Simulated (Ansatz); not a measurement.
Input file:

```
crystal:
  lattice:
    - [1.4288596898, 0.8249525265, 5.9666182492]
    - [-1.4288596898, 0.8249525265, 5.9666182492]
    - [0.0, -1.6499050531, 5.9666182492]
  atoms:
    - { symbol: Co, position: [0.5, 0.5, 0.5] }
    - { symbol: Pt, position: [0.0, 0.0, 0.0] }
    - { symbol: O, position: [0.8880260228, 0.8880260228, 0.8880260228] }
    - { symbol: O, position: [0.1119739772, 0.1119739772, 0.1119739772] }
basis:
  ecutwfc: 420
kpoints:
  mp_grid: { grid: [18, 18, 18] }
  band_path:
    path:
      - [[0.0, 0.0, 0.0], [0.5, 0.5, 0.5], [0.8205892, 0.1794108, 0.5]]
      - [[0.5, -0.1794108, 0.1794108], [0.5, 0.0, 0.0], [0.0, 0.0, 0.0], [0.3397054, -0.3397054, 0.0]]
      - [[0.6602946, 0.0, 0.3397054], [0.5, 0.0, 0.5], [0.0, 0.0, 0.0]]
    npoints: 14
hamiltonian:
  xc: pbe
  hubbard: { sites: [{ species: Co, l: d, u_eff: 3.32 }] }
scf:
  occupations: { method: gaussian, width: 0.1 }
  n_extra_bands: 10
output:
  forces: true
  stress: true
  eigenvalues: true
  populations: true
  dos: { projected: true, de: 0.02, nscf_kmesh: { grid: [27, 27, 27] } }
  bader: true
  write_density: true
  write_potential: true
  elf: true
  volumetric_format: npy
```

Launched as:

```sh
ansatz run input.yaml --threads 1 --pin off --max-ram 2560MiB --backend cpu --events-out ev --progress --plain --runs-dir out
```

Below, planes, directions and counts refer to the conventional cell (a = 2.86 Å, b = 2.86 Å, c = 17.90 Å, α = 90.00°, β = 90.00°, γ = 120.00°).

Space group R-3m; a structure from a database of computed crystals, not necessarily the ambient phase; computed without spin polarisation; Hubbard U of 3.32 eV on Co d only.

Method: DFT PBE+U, scalar-relativistic, plane waves, PAW (Ansatz).

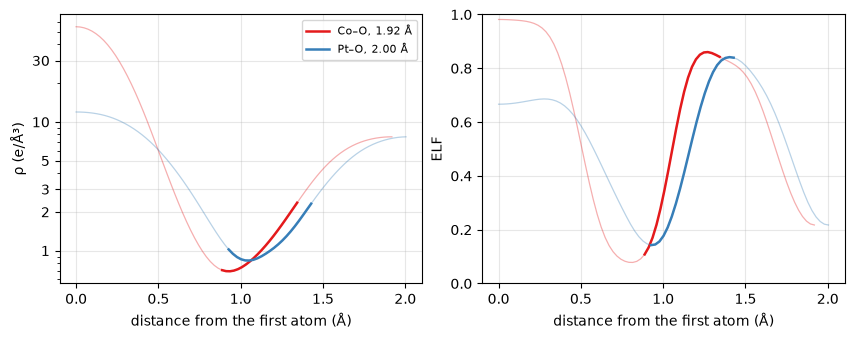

CoPtO₂. Valence electron density and electron localisation function along straight lines between neighbouring atoms. Thin, pale parts lie inside the atomic spheres.

The density is the valence pseudo-density of a PAW calculation; it isn't the true density close to the nuclei.

Question: Compare the contacts.

Answer: Co–O (1.92 Å): the density is about 0.7 e/Å³ at the midpoint; the ELF peaks at about 0.85 in the valence shell of O, 0.6 Å from its nucleus, and is about 0.20 at the midpoint (no localised pair shows between them).
Pt–O (2.00 Å): the density is about 0.86 e/Å³ at the midpoint; the ELF peaks at about 0.85 in the valence shell of O, 0.6 Å from its nucleus, and is about 0.20 at the midpoint.
